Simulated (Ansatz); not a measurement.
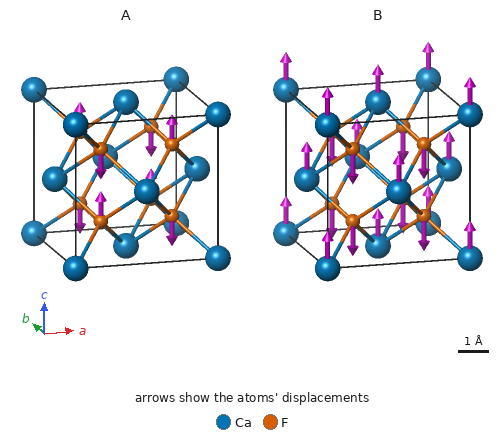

Modes of crystalline CaF₂ relaxed at 30 GPa, space group Fm-3m (No. 225), at the zone centre (one member of each degenerate set). The purple arrows are the displacements of the atoms (eigenvector over the root of the mass), of arbitrary overall length and sign. The picture is a ball-and-stick view of the conventional cell (4 times the calculation's cell), seen slightly off an axis. Lengths and directions refer to the drawn axes.

Method: Ansatz 0.2.0, DFT PBE, scalar-relativistic, plane waves, PAW.

Frequencies are those without the non-analytic (LO–TO) term.

**Which are infrared-active and which Raman-active?**

A is T₂g, Raman-active by symmetry (432 cm⁻¹). B is T₁u, infrared-active by symmetry (388 cm⁻¹). The crystal has a centre of inversion, so no mode is both.
